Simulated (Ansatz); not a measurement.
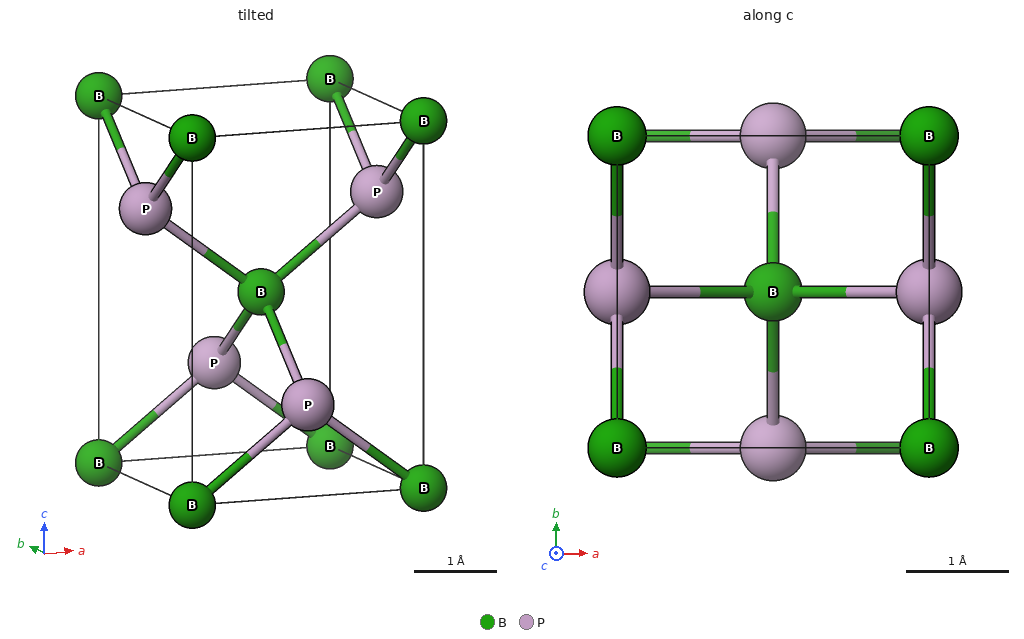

A ball-and-stick picture of a crystal structure, seen slightly off an axis and along the c axis. Atoms at the boundary of the conventional unit cell (the box) are drawn once for each face, edge or corner they touch.

BP, space group I-4m2 (No. 119), a = 3.080 Å, b = 3.080 Å, c = 4.611 Å, α = 90.00°, β = 90.00°, γ = 90.00°. Provenance: a structure type filled with these elements by a generator (whether the compound takes this form wasn't checked). The cell was then strained or its atoms displaced on purpose. An electronic-structure calculation with Ansatz was run on it.

This one geometry was computed with Ansatz (DFT, plane waves, PAW) at three levels of theory: HSE06, r2SCAN and PBE. It was relaxed with r2SCAN and then strained.

Question: Which level gives the highest pressure at this volume, and what does that say about its equilibrium volume?

Answer: Highest: PBE (13.6 GPa), which points to the largest equilibrium volume. Lowest, with the smallest volume: HSE06 (11.1 GPa). Levels within 0.5 GPa of each other can't be told apart.

Question: How does the band gap change with the level of theory?

Answer: PBE: a gap of 0.70 eV, indirect; r2SCAN: a gap of 0.85 eV, indirect; HSE06: a gap of 1.41 eV, indirect.

Question: Collect the results in a table.

Answer:
| level | cutoff (eV) | k-mesh of the run's cell | gap (eV) | pressure (GPa) |
| --- | --- | --- | --- | --- |
| HSE06 | 420 | 6×6×6 | 1.41 | 11.1 |
| r2SCAN | 500 | 10×10×10 | 0.85 | 12.5 |
| PBE | 420 | 10×10×10 | 0.70 | 13.6 |

Gaps are taken on the k-mesh or band path of each run.
